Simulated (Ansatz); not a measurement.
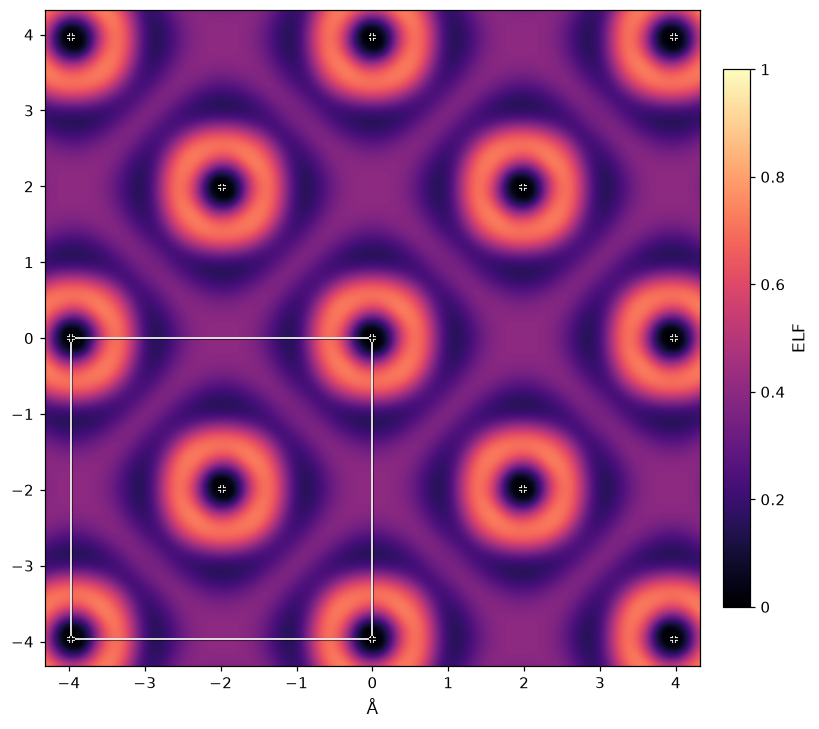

The ELF on a plane through atoms (crosses mark nuclei in the plane).

All numbers below come from Ansatz 0.2.0, DFT PBEsol, scalar-relativistic, plane waves, PAW.

Candidates:
A. W, a = 3.97 Å, b = 3.97 Å, c = 3.97 Å, α = 90.00°, β = 90.00°, γ = 90.00°. Space group Fm-3m; computed pressure about 7 GPa in this cell.
B. Al2Cu, a = 4.04 Å, b = 4.29 Å, c = 5.62 Å, α = 90.00°, β = 90.00°, γ = 90.00°. Space group Immm; a structure from a database of computed crystals, not necessarily the ambient phase; changed on purpose from its base cell (uniaxial strain along a, b, c and atoms relaxed: +6.0 %); computed pressure about −3 GPa in this cell; computed without spin polarisation.
C. ZnSe, a = 5.63 Å, b = 5.63 Å, c = 5.63 Å, α = 90.00°, β = 90.00°, γ = 90.00°. Space group F-43m; a structure from a database of computed crystals, not necessarily the ambient phase.

**Which candidate gave the map?**

Candidate A: W on the (100) plane of the conventional cell, which holds W. W–W (2.81 Å): the ELF is about 0.35 at the midpoint.
